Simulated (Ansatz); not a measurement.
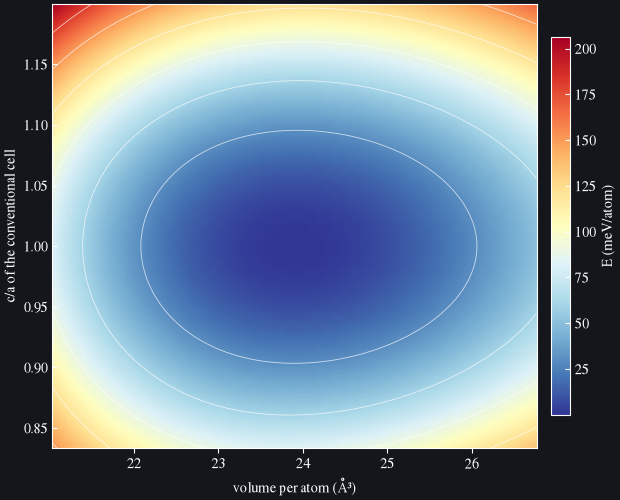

Ge (Fd-3m, No. 227; 2 atoms in the cell). The energy is mapped over volume and the cell's shape. The first coordinate is: volume per atom; the second: c/a of the conventional cell. Nothing is relaxed (symmetry fixes all fractional coordinates). Grid: 7 × 7 points. Points are written as (first, second). Energies: meV/atom, counted from the lowest grid point. The lowest point has no gap; 4 points of the grid have one on the k-mesh. This map comes from DFT PBE, scalar-relativistic, plane waves, PAW in Ansatz. Settings: cutoff 420 eV, k-mesh 14×14×14, gaussian smearing 0.15 eV, no spin polarisation.

Drawn: a smooth colour map with a few white contour lines. Between grid points the surface is interpolated.

The lowest grid point is at (23.90 Å³, 1.000). No other kind of well shows on this grid. The highest grid point, (21.03 Å³, 1.200), lies 206 meV/atom above the lowest. Round the minimum the two coordinates are nearly uncoupled.

The level of theory is changed to DFT LDA, scalar-relativistic, plane waves, PAW (Ansatz); with it change k-mesh 16×16×16 (before 14×14×14), the cell, relaxed at the new level (first cell vector 3.975 Å, before 4.074 Å); the new grid has 7 × 7 points. The lowest point has no gap; 3 points of the grid have one on the k-mesh.

> How does the landscape change?

The minimum (interpolated where it lies between grid points) moves from (23.90 Å³, 1.000) to (22.21 Å³, 1.000). The curvature at the minimum changes from about 0.031 to 0.04 eV/(Å³)² along volume per atom and by less than a tenth (about 14) eV per unit squared along c/a of the conventional cell (per cell).

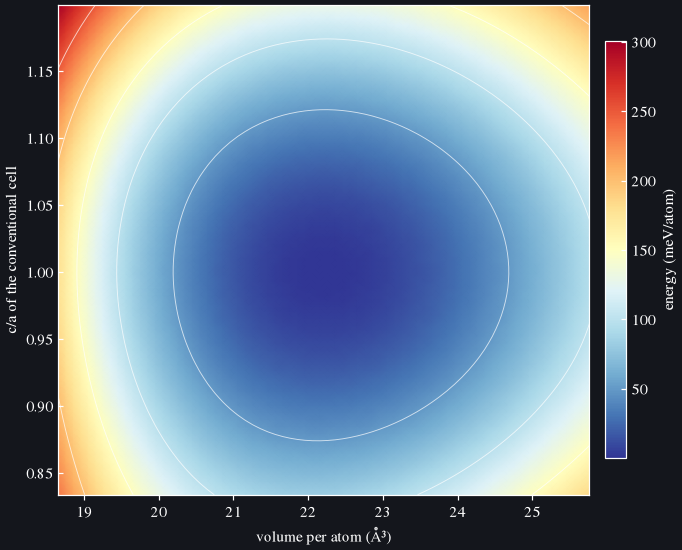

The map after the change, on a colour scale of its own. The picture shows a smooth colour map with a few white contour lines. Between grid points the surface is interpolated.
